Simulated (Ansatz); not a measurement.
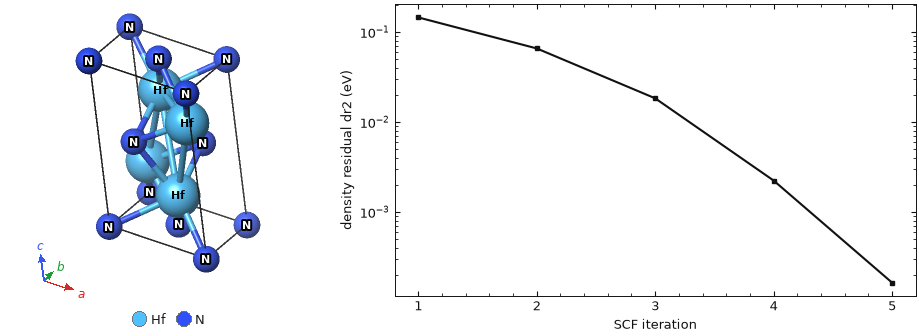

Beside the plot: the structure.

The plot shows the SCF iterations of a calculation: density residual dr2. The starting density is a sum of atomic densities corrected by a trained network.

HfN (P1, 8 atoms in the cell); DFT r2SCAN, scalar-relativistic, plane waves, PAW (Ansatz 0.2.0); cutoff 500 eV, 12×12×12 k-mesh, Gaussian smearing of 0.15 eV.

Question: Did the calculation converge?

Answer: It was still iterating, at step 5, when the time limit ended it. The residual is still falling at the last step (down to 1.6 × 10⁻⁴).
